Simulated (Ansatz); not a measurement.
## Electronic structure of MgI$_{2}$ in real space

```
Mg I
1.0
     3.56793   -3.56793    0.00000
     3.56793    3.56793    0.00000
     0.00000    0.00000    7.51942
Mg I
2 4
Direct
  0.00000 0.00000 0.00000
  0.50000 0.50000 0.50000
  0.00000 0.50000 0.25000
  0.50000 0.00000 0.75000
  0.50000 0.00000 0.25000
  0.00000 0.50000 0.75000
```

Space group I4/mmm; started from the fluorite prototype, which need not be the ambient phase; changed on purpose from its base cell (epitaxial xy strain -5.0%); computed pressure about 4 GPa in this cell.

Theory: Ansatz 0.2.0, DFT, HSE06, plane waves, PAW.

Core electrons are frozen (PAW), and the valence fields are smoothed inside the atomic spheres.

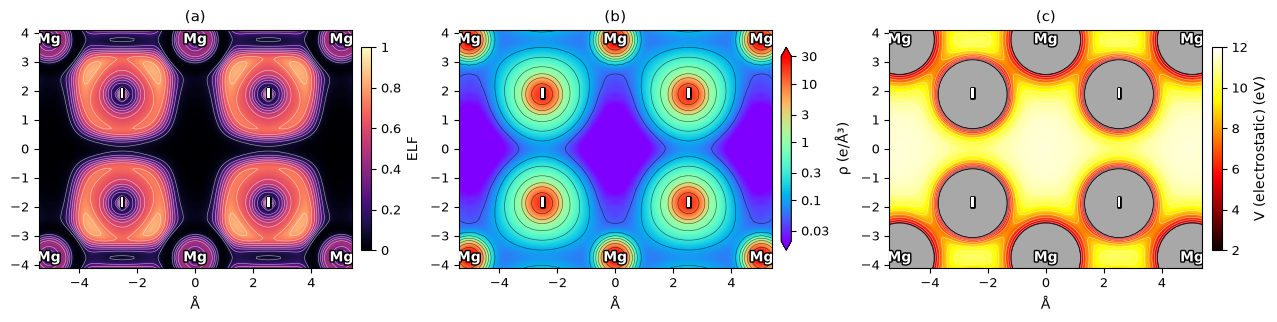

Figure 1. (a) ELF; (b) valence electron density; (c) electrostatic potential (local pseudopotential plus Hartree) felt by an electron on the (010) plane of the conventional cell. Grey discs cover the atomic cores in the potential map.

Interpret the plot.

Answer. The plane passes through Mg and I nuclei. Mg–I (3.15 Å): ρ is about 0.19 e/Å³ halfway, with its minimum of 0.09 e/Å³ about 1.1 Å from Mg; the ELF peaks at about 0.85 in the valence shell of I, 1.3 Å from its nucleus, and falls to about 0 next to Mg: a largely ionic contact. Between the atoms the lowest density in this plane is 0.003 e/Å³. Outside the cores the potential energy rises away from the atoms and is highest about 3.1 Å from the nearest atoms; its zero is arbitrary.

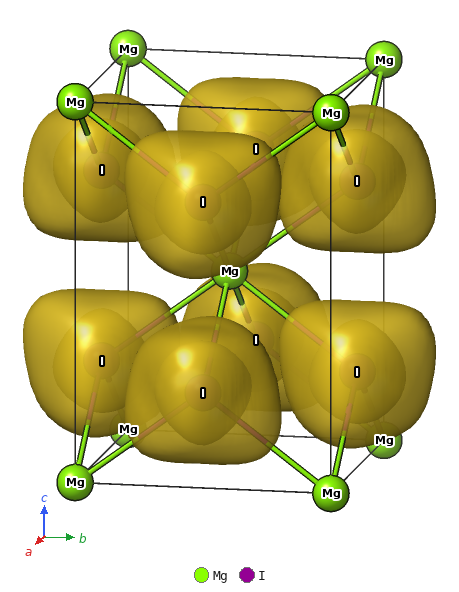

Figure 2. Isosurface of the electron localisation function at 0.65 (yellow), seen slightly off an axis. Only the valence region is drawn (cores and ρ < 0.01 e/Å³ removed). Sticks mark near contacts.

What do the ELF domains correspond to?

Answer. At this value the surface marks out four regions wrapped around I (the valence shell of each), counted in one cell of 6 atoms. Regions shared between cells count once.

Metal or insulator at this level of theory?

Answer. It is gapped, with a Kohn–Sham gap of 1.2 eV on the k-point mesh (the band edges may lie off the mesh, which would make the gap smaller).
